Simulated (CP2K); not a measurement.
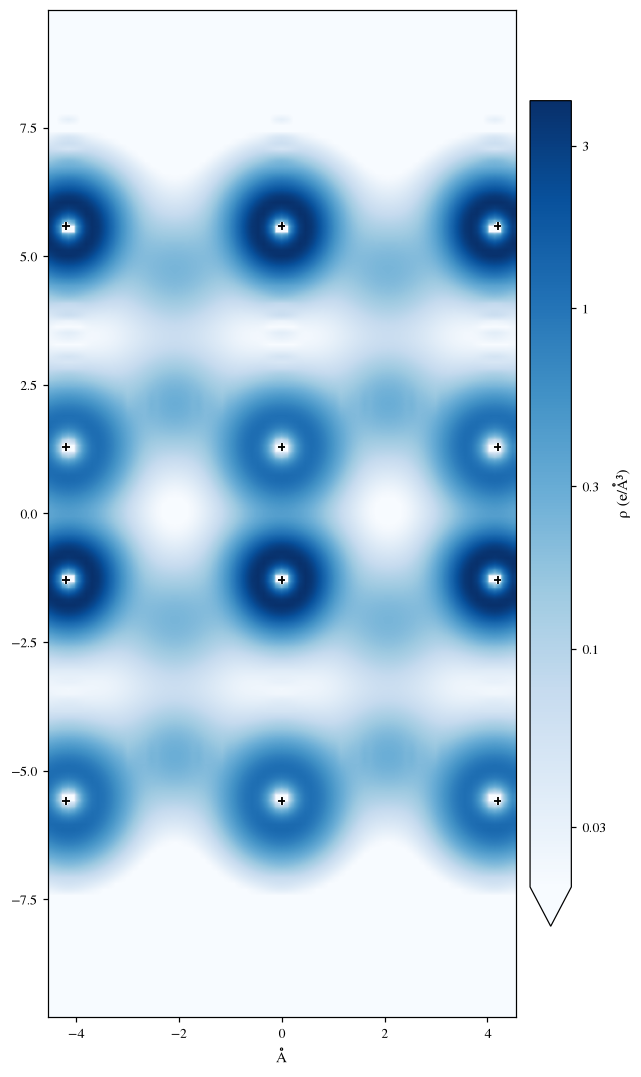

The valence pseudo-density on a plane through atoms (crosses mark nuclei in the plane).

These are results of CP2K 2026.2, Kohn-Sham DFT of a periodic cell, PBE, GTH-PBE with UZH-TZVP basis, not measurements.

Candidates:
A. MoS$_{2}$, a = 3.17 Å, b = 3.17 Å, c = 18.34 Å, α = 90.00°, β = 90.00°, γ = 120.00°. Space group R-3m; not relaxed (largest force 1.2 eV/Å); computed pressure about 9 GPa in this cell.
B. TiO$_{2}$, a = 2.95 Å, b = 5.02 Å, c = 10.24 Å, α = 90.00°, β = 90.00°, γ = 107.08°. Space group P1; a structure from a database of computed crystals, not necessarily the ambient phase; changed on purpose from its base cell (atoms moved at random by about 0.05 A); not relaxed (largest force 2.0 eV/Å).
C. HgS (slab), a = 4.20 Å, b = 4.20 Å, c = 26.17 Å, α = 90.00°, β = 90.00°, γ = 120.00°. Not relaxed (largest force 0.9 eV/Å).

### Which system is this?

Candidate C: HgS on the (11̄0) plane of the calculation cell, a cut from vacuum to vacuum, which holds S and Hg. Hg–S (2.57 Å): the density is about 0.41 e/Å³ at the midpoint.
